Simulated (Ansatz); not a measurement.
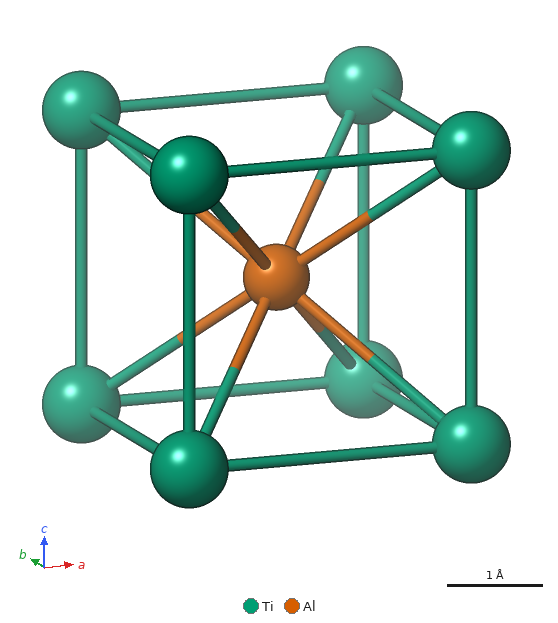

The starting point is a symmetric starting cell of TiAl. The picture is a ball-and-stick view of the cell of the calculation, seen slightly off an axis.

Level of theory: Ansatz 0.2.0, DFT PBEsol, scalar-relativistic, plane waves, PAW. (plane-wave cutoff 420 eV; k-point mesh 12 × 12 × 12; occupations gaussian; smearing width 0.1 eV; no spin polarisation)

Change: The cell is strained by −1.2 % along b and +1.8 % across it (volume +2.5 %), the atoms keeping their fractional coordinates. No relaxation follows. The starting cell wasn't computed here and needn't be at equilibrium, so pressure and forces aren't due to the change alone.

The input:
```yaml
crystal:
  lattice:
    - [3.2376859402, 0.0, 0.0]
    - [0.0, 3.1423140202, 0.0]
    - [0.0, 0.0, 3.2376859402]
  atoms:
    - { symbol: Ti, position: [0.0, 0.0, 0.0] }
    - { symbol: Al, position: [0.5, 0.5, 0.5] }
basis:
  ecutwfc: 420
kpoints:
  mp_grid: { grid: [12, 12, 12] }
hamiltonian:
  xc: pbesol
scf:
  occupations: { method: gaussian, width: 0.1 }
output:
  forces: true
  stress: true
  eigenvalues: true
  populations: true
```

**Predict the response.**

Some distances before and after: Ti–Ti 3.179 → 3.142 to 3.238 Å, Al–Ti 2.753 → 2.777 Å. The space group (tolerance 0.01 Å) goes from Pm-3m (No. 221) to P4/mmm (No. 123). The pressure is −5.0 GPa (not all of it need come from the change, since the unchanged cell can be under pressure at this level too). The principal stresses (compression positive) are −5.7 GPa along b and −4.6 GPa across it. All forces vanish by symmetry.

The changed structure in the same view:

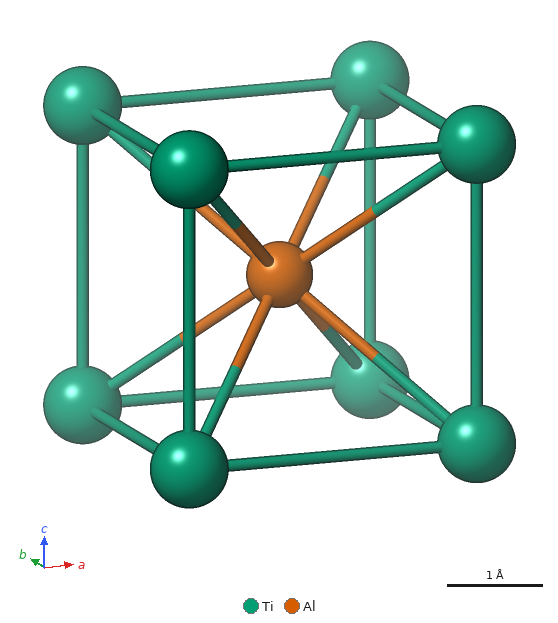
